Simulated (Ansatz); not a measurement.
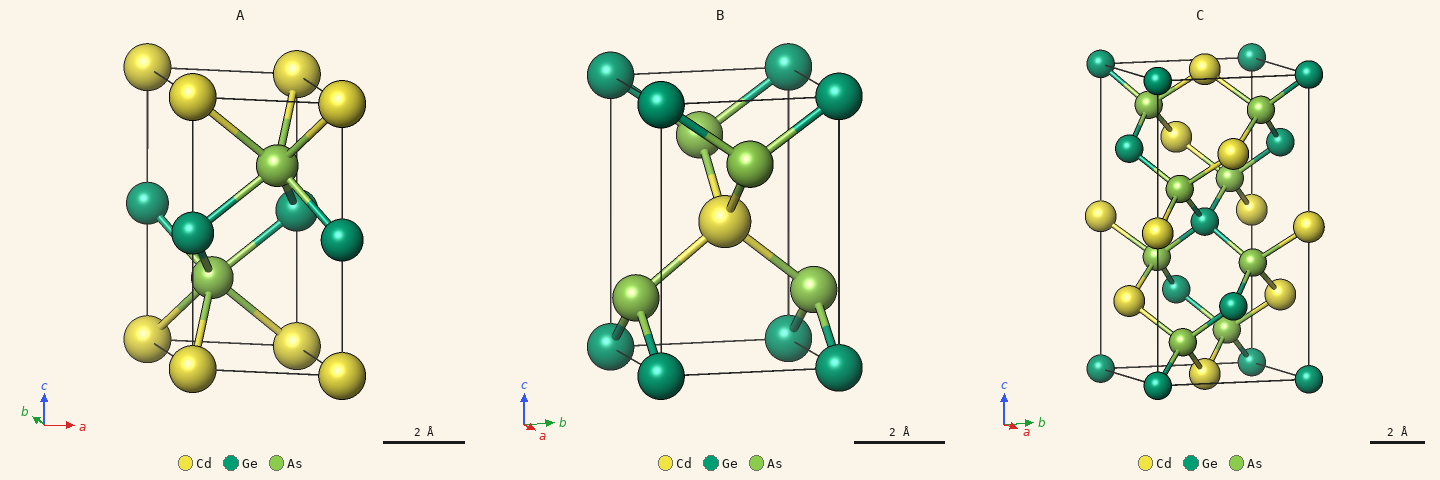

Three structures of CdGeAs₂, each relaxed to rest (conventional cells in solid outline, small ones repeated, each panel with its own scale). Method: DFT PBE, scalar-relativistic, plane waves, PAW (Ansatz), without spin polarisation.

Give the type and space group of each panel.

Answer. A: 4 atoms a cell on a primitive hexagonal lattice, P-3m1; B: 4 atoms a cell on a primitive tetragonal lattice, P-4m2; C: chalcopyrite, I-42d.

Which of these is lowest in energy, and how far above it do the others lie?

Answer. C, then B (+62 meV/atom) and A (+227 meV/atom), energies at zero smearing.

Collect the results in a table.

Answer.
| panel | structure | E − E(lowest) (meV/atom) | volume (Å³/atom) | gap (eV) |
| --- | --- | --- | --- | --- |
| C | I-42d | 0 | 26.3 | 0.12 |
| B | P-4m2 | 62 | 26.4 | metal |
| A | P-3m1 | 227 | 21.5 | metal |

Some of these may be structure types tried for this composition rather than known phases, and the most stable form need not be among them. Gaps are taken on the k-mesh or band path of each run.
